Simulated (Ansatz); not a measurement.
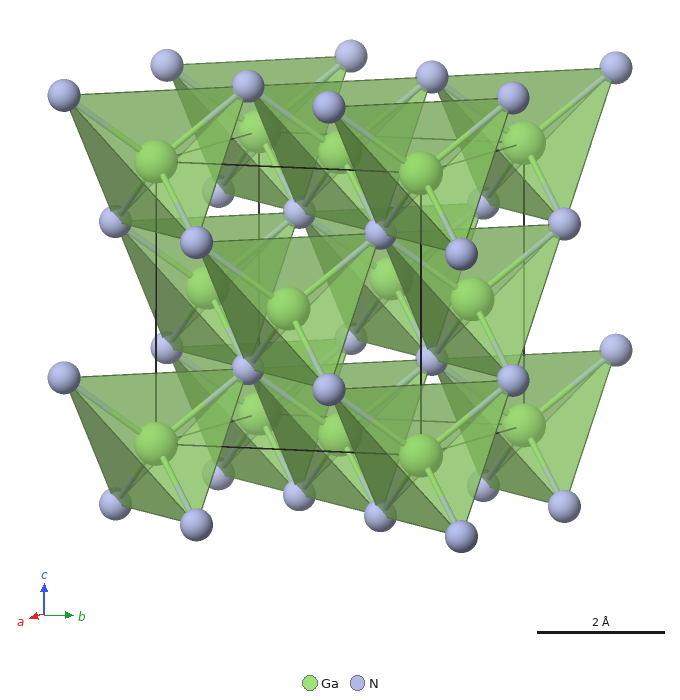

Fig. 1: The input geometry (polyhedral view of the cell 4 times as large as that of the calculation, set on its symmetry axes, seen slightly off an axis; polyhedra are completed across the faces of the cell).

Band-structure calculation of GaN

- system: GaN (F-43m, 2 atoms in the cell)
- method: DFT, r2SCAN, plane waves, PAW, no spin polarisation (Ansatz 0.2.0)

The structure was built on a prototype by a generator. The geometry comes from this level: r2SCAN (a point of a series of strains).

The input:
```yaml
crystal:
  lattice:
    - [0.0, 2.2489525436, 2.2489525436]
    - [2.2489525436, 0.0, 2.2489525436]
    - [2.2489525436, 2.2489525436, 0.0]
  atoms:
    - { symbol: Ga, position: [0.0, 0.0, 0.0] }
    - { symbol: "N", position: [0.25, 0.25, 0.25] }
kpoints:
  mp_grid: { grid: [10, 10, 10] }
  band_path:
    path:
      - [0.0, 0.0, 0.0]
      - [-0.5, -0.5, 0.0]
      - [-0.375, -0.375, 0.25]
      - [-0.375, 0.0, 0.375]
      - [0.0, 0.0, 0.5]
      - [-0.5, -0.25, 0.25]
    npoints: 1
hamiltonian:
  xc: r2scan
scf:
  occupations: { method: fixed }
  n_extra_bands: 4
output:
  forces: true
  stress: true
  eigenvalues: true
```

Run on 2 threads of an Arm (aarch64) CPU, shared host.

The program's output:
```
scf.n_extra_bands = 4 over 9 filled bands (N_el = 18.0): the run solves 13 bands
Engine: ansatz 0.2.0, aarch64-unknown-linux-gnu
Pseudopotentials: kind: paw
Pseudopotential: Ga, paw, valence charge 13, recommended cutoff 500 eV (meta_gga), Ga.paw.azcp
Pseudopotential: N, paw, valence charge 5, recommended cutoff 500 eV (meta_gga), N.paw.azcp
Functional definition: r2SCAN
  parameter k0 = 0.174
  parameter k1 = 0.065
  parameter a1 = 4.9479
  exchange = r2scan_x(k0 = k0, k1 = k1, a1 = a1)
  correlation = r2scan_c
Crystal: 2 atoms, lattice volume = 22.749 Å³
Basis set: ecut = 500 eV, 561 PW (Γ), exchange–correlation on 96×96×96 points (64 copies of the dense FFT grid, shifted against one another)
Bands: 13, of which v1, the nominal top of the filled ones, is band 9 counted from 1 (8 counted from 0)
Symmetry: 24 space group operations
Space group: F-43m (ITA 216), of the structure as read, at distance tolerance 2.8e-5 Å
k-points: 47 of 1000 (time reversal used)
Non-local potential: Ga, projectors of the file, l = 0: 2, l = 1: 2, l = 2: 3, l = 3: 1
Non-local potential: N, projectors of the file, l = 0: 2, l = 1: 2, l = 2: 1
PAW form: soft (Blöchl's): semilocal exchange-correlation on the pseudo side does not see the compensation charge
PAW frozen core: Ga, regenerated for the run's functional (the file was generated under x = pbe(κ = 0.804, μ = 0.2195149727645171), c = pbe(β = 0.06672455060314922))
PAW frozen core: N, regenerated for the run's functional (the file was generated under x = pbe(κ = 0.804, μ = 0.2195149727645171), c = pbe(β = 0.06672455060314922))
PAW one-centre angular grid: Ga, 590 points (default); XC on 160 Gauss nodes
PAW one-centre angular grid: N, 302 points (default); XC on 160 Gauss nodes
Initial density: superposition of atomic densities (neutral atoms: chi_scale 0, normalization atom), corrected by the library's trained network
Initial wavefunctions: pseudopotential atomic-orbital guess
Functional: x = r2scan, c = r2scan; τ floored in thin density (d = 2e-4 eV/Å³)
SCF iter   1: F=—  HF=-4176.341329 eV  |F-HF|=—  |Δ(HF+E_count)|=         —  Δρ=1.24e-2  dr2=1.34e-2  dr2_τ=9.53e-2  ethr=1.77e-3  ⟨swp⟩=4.2  Hψ=2800  notcnv=0  defer=57
preconditioner: auto → none  [insulator: Δε(μ)=2.135 eV  Ē_g=19.927 eV  n_scr=8 (ndim 8)  ℏωp=33.0 eV  f_vac=0.001  ε∞_Penn≈3.7]
SCF iter   2: F=—  HF=-4176.372932 eV  |F-HF|=—  |Δ(HF+E_count)|=   3.16e-2  Δρ=4.55e-3  dr2=2.94e-3  dr2_τ=1.07e-4  ethr=7.45e-5  ⟨swp⟩=2.3  Hψ=1518  notcnv=0  defer=92
SCF iter   3: F=—  HF=-4176.373016 eV  |F-HF|=—  |Δ(HF+E_count)|=   8.36e-5  Δρ=3.16e-3  dr2=7.37e-4  dr2_τ=6.22e-5  ethr=1.63e-5  ⟨swp⟩=2.1  Hψ=1086  notcnv=0  defer=92
SCF iter   4: F=—  HF=-4176.373113 eV  |F-HF|=—  |Δ(HF+E_count)|=   9.67e-5  Δρ=7.54e-4  dr2=1.00e-4  dr2_τ=3.09e-5  ethr=4.09e-6  ⟨swp⟩=3.0  Hψ=1126  notcnv=0  defer=92
SCF iter   5: F=—  HF=-4176.373104 eV  |F-HF|=—  |Δ(HF+E_count)|=   9.04e-6  Δρ=1.43e-4  dr2=4.47e-6  dr2_τ=2.47e-7  ethr=5.56e-7  ⟨swp⟩=2.1  Hψ=831  notcnv=0  defer=13
SCF iter   6: F=—  HF=-4176.373102 eV  |F-HF|=—  |Δ(HF+E_count)|=   1.16e-6  Δρ=9.92e-5  dr2=2.17e-6  dr2_τ=1.21e-7  ethr=2.48e-8  ⟨swp⟩=2.0  Hψ=902  notcnv=0
SCF iter   7: F=—  HF=-4176.373102 eV  |F-HF|=—  |Δ(HF+E_count)|=   2.93e-7  Δρ=4.80e-5  dr2=5.12e-7  dr2_τ=5.40e-9  ethr=1.20e-8  ⟨swp⟩=1.0  Hψ=611  notcnv=0
SCF iter   8: F=-4176.373102 eV  HF=-4176.373102 eV  |F-HF|=1.43e-8  |Δ(HF+E_count)|=   9.30e-8  Δρ=9.93e-6  dr2=2.30e-8  dr2_τ=1.77e-10  ethr=5.56e-10  ⟨swp⟩=3.9  Hψ=2856  notcnv=0
SCF 1 converged in 8 iterations: F = -4176.373102 eV  dr2 = 2.30e-8
  greatest PAW one-centre occupation: 0.995 electrons in one spin orbital (limit 2), on the Ga atom at site 0 (counted from 0), in its partial waves of l = 2
NSCF: frozen V_eff on 6 k-points
SCF converged after 8 iterations
Free energy (F): -4176.373102 eV
Harris-Foulkes:  -4176.373102 eV  (|F-HF|=1.43e-8)
Internal energy: -4176.373102 eV  (E = F + TS)
E sigma→0 (E₀):  -4176.373102 eV
Fermi energy:    9.466231 eV
--- Per-component energies (eV) ---
  E_band       = -15.033379
  E_kinetic    = 247.082147
  E_local      = -1948.489169  (includes V_loc(G=0)·N_el)
  E_nonlocal   = 476.371939
  E_hartree    = 898.977730
  E_xc         = -121.774560
  E_vxc        = -143.643743  (∫ρ·V_xc dr)
  E_paw        = -2137.213305  (= ΣΔE_a)
  E_vpaw       = -452.159934  (= ΣTr[D̂ρ^β])
  E_aug_tail   = -0.000022  (compensation charges beyond the density's cutoff)
  E_vtau       = 7.851680  (kinetic-family band-sum trace: ∫τ·v_τ [+ j·A + Jᵃ·Aᵃ] dr)
  E_ewald      = -1590.645229
  E_core_change = -0.682634  (= ΣΔE_core)
  E_smearing   = -0.000000  (= −TS)
  E_closure    = 0.000000  (closes the sum)
  Σ components = -4176.373102   (vs F -4176.373102, Δ=0.00e0)
--- Forces (eV/Å), atoms counted from 1 ---
  atom   1  Ga     0.00000000    -0.00000000     0.00000000
  atom   2  N     -0.00000000     0.00000000     0.00000000
  max |Σ_I F_I| component: 3.70e-17 eV/Å
--- Stress (GPa, compression-positive) ---
       -0.002829       0.000000      -0.000000
       -0.000000      -0.002829       0.000000
       -0.000000       0.000000      -0.002829
  P = ⅓ Tr σ = -0.0028 GPa (-0.028 kbar)
--- Band table (eV; the first three rows and the last of 47) ---
  k-point 0: bands = ["-7.3147", "-4.4299", "-4.4299", "-4.4299", "-4.0814", "-4.0814", "9.4662", "9.4662", "9.4662", "11.6345", "20.5292", "20.5292", "20.5292"]
  k-point 1: bands = ["-7.2044", "-4.4156", "-4.4156", "-4.3888", "-4.0826", "-4.0826", "8.3744", "9.3561", "9.3561", "12.4845", "20.0295", "20.7001", "20.7001"]
  k-point 2: bands = ["-6.9228", "-4.3821", "-4.3821", "-4.2245", "-4.0812", "-4.0812", "6.5013", "9.0847", "9.0847", "13.6262", "19.2445", "20.9632", "20.9632"]
  k-point 46: bands = ["-6.1418", "-4.2671", "-4.2274", "-4.0916", "-4.0546", "-2.2921", "3.6266", "5.7535", "5.8203", "15.7989", "18.4489", "20.9566", "21.4647"]
```

File bands.tsv:
```
# k_distance	band_0	band_1	band_2	band_3	band_4	band_5	band_6	band_7	band_8	band_9	band_10	band_11	band_12
# fermi_ev = 9.466231
# lock_threshold_ev = 1e-6
# [0, 0, 0] at k_distance = 0.000000
# [-0.5, -0.5, 0] at k_distance = 1.396914
# [-0.375, -0.375, 0.25] at k_distance = 1.890797
# [-0.375, 0, 0.375] at k_distance = 2.746229
# [0, 0, 0.5] at k_distance = 3.601660
# [-0.5, -0.25, 0.25] at k_distance = 4.589427
# levels_relative_to = fermi_ev
# free_energy_ev = -4176.373102
# largest_residual_norms_ev = 4.520e-4 5.233e-4 8.396e-4 6.712e-4 5.723e-4 5.103e-4 3.658e-4 9.287e-4 4.617e-4 1.913e-3 9.164e-4 8.546e-4 1.020e-3
0.000000	-16.780945	-13.896094	-13.896094	-13.896094	-13.547609	-13.547609	0.000000	0.000000	0.000000	2.168274	11.062930	11.062930	11.062930
1.396914	-15.605985	-13.786600	-13.576512	-13.576512	-13.468567	-12.014145	-6.238898	-2.802115	-2.802115	3.774325	7.300761	12.634267	15.014247
1.890797	-15.622417	-13.761040	-13.626251	-13.613674	-13.507544	-11.846716	-5.960489	-4.374504	-2.251992	5.482888	8.601924	11.937081	13.735265
2.746229	-15.622417	-13.761040	-13.626251	-13.613674	-13.507544	-11.846716	-5.960489	-4.374504	-2.251992	5.482888	8.601924	11.937081	13.735265
3.601660	-15.808616	-13.799645	-13.799645	-13.501032	-13.501032	-12.398918	-7.190225	-1.004255	-1.004255	5.224757	9.482303	11.036349	11.036349
4.589427	-15.608329	-13.726950	-13.704581	-13.546526	-13.536401	-11.732059	-5.780057	-3.821310	-3.722980	6.742370	9.202719	11.005091	11.890320
```

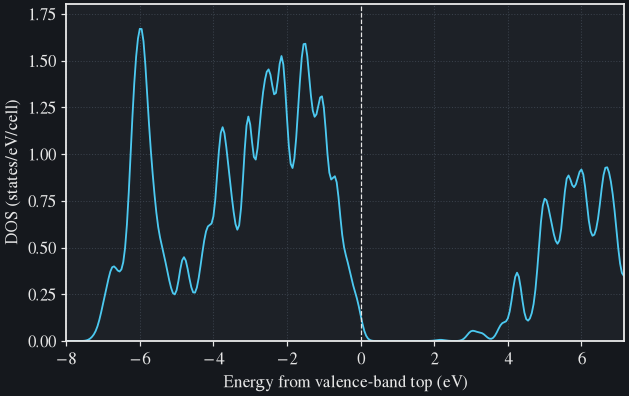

Fig. 2: Density of states (the curve is built from the levels of the k mesh with Gaussians 0.3 eV wide, which also blur the band edges), with energies from the valence-band top. There is a gap of 2.17 eV on the k-point mesh. Small ripples come from the finite k-point mesh.

Key numbers:

| quantity | value |
| --- | --- |
| outcome | converged |
| space group (tolerance 0.01 Å) | F-43m (216) |
| electrons treated | 18 |
| free energy | −4176.3731 eV |
| Fermi energy | 9.466 eV |
| gap on the k-point mesh | 2.17 eV |
| pressure | 0.00 GPa |
| largest force (length of the vector) | under 0.001 eV/Å |
| wall time | 3.8 s (CPU time 7.2 s) |
| peak memory | 0.34 GiB |
